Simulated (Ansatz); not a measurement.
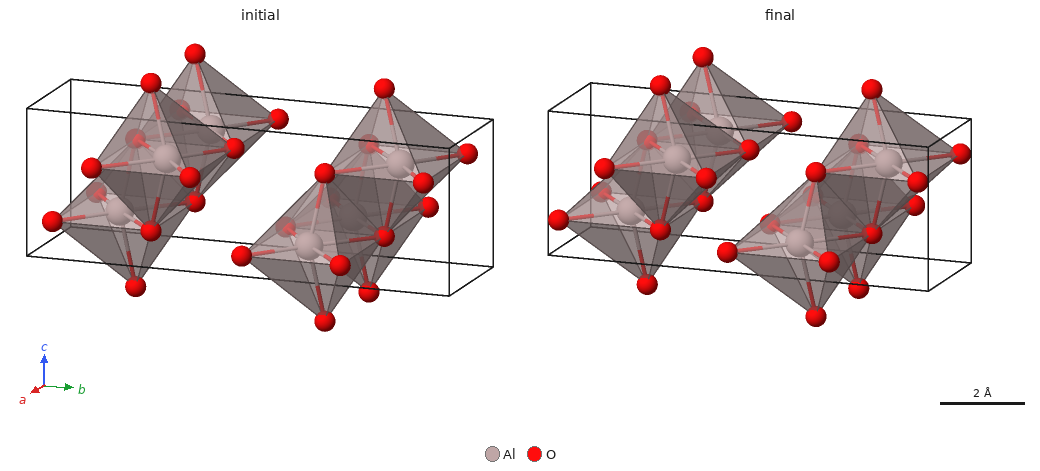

The structure of solid AlO2 (set up in Cmcm) before (left) and after (right) a relaxation, at one scale.

A polyhedral model of the conventional cell (2 times the calculation's cell), seen slightly off an axis. Lengths and directions refer to the drawn axes.

The run lets cell and atoms move.

Level of theory: Ansatz 0.2.0, Kohn-Sham DFT of a periodic cell, LDA, Ansatz PAW.

Input
```yaml
crystal:
  lattice:
    - [1.488162, -5.402833, 0.0]
    - [1.488162, 5.402833, 0.0]
    - [0.0, 0.0, 3.646612]
  atoms:
    - { symbol: Al, position: [0.668133, 0.331867, 0.75] }
    - { symbol: Al, position: [0.331867, 0.668133, 0.25] }
    - { symbol: O, position: [0.061072, 0.938928, 0.75] }
    - { symbol: O, position: [0.938928, 0.061072, 0.25] }
    - { symbol: O, position: [0.294184, 0.705816, 0.75] }
    - { symbol: O, position: [0.705816, 0.294184, 0.25] }
hamiltonian:
  xc: lda
  pseudopotentials: { kind: paw }
kpoints:
  mp_grid: { grid: [9, 9, 7] }
scf:
  occupations: { method: fermi_dirac, width: 0.05 }
output:
  forces: true
  stress: true
  eigenvalues: true
relax:
  f_tol: 0.01
  max_steps: 40
  cell: { stress_tol: 0.05 }
```

Launched with:
```bash
ansatz run input.yaml --threads 2 --pin off --max-ram 5632MiB --backend cpu --events-out ev --progress --plain --runs-dir out
```

What changed between the two?

Answer. The largest moves relative to the cell, 0.32 Å, are those of O atoms. Largest moves by element: O 0.32 Å, Al 0.07 Å. The drawn cell changes as follows: a 2.976 → 2.885 Å (−3.1 %), b 10.806 → 9.727 Å (−10.0 %), c 3.647 → 3.559 Å (−2.4 %); the volume changes by −14.8 %. Some distances before and after: Al–O 2.017 → 1.944 Å, Al–O 1.885 → 1.941 Å, Al–O 1.868 → 1.828 Å. Among the angles between lasting bonds that change: O–Al–O 104.3° → 96.0°, Al–O–Al 104.3° → 96.0°, O–Al–O 175.4° → 179.9°. The space group stays Cmcm (No. 63). Over 8 accepted moves (13 points after the start) the energy falls by 1.110 eV per cell of the calculation. The largest force component goes from 0.45 to under 0.0001 eV/Å. The pressure goes from −11.71 to 0.00 GPa. The line search rejected the trial steps at points 3, 6 of the run. The SCF was repeated 3 times at an unchanged geometry on a basis and grid sized afresh for the cell, which shifted the energy by 28.7 meV per cell of the calculation at most. Cost: 42 s on 2 threads of AMD EPYC 7R43 64-Core Processor (Zen 3), with other jobs on the host, peak memory 0.45 GiB.
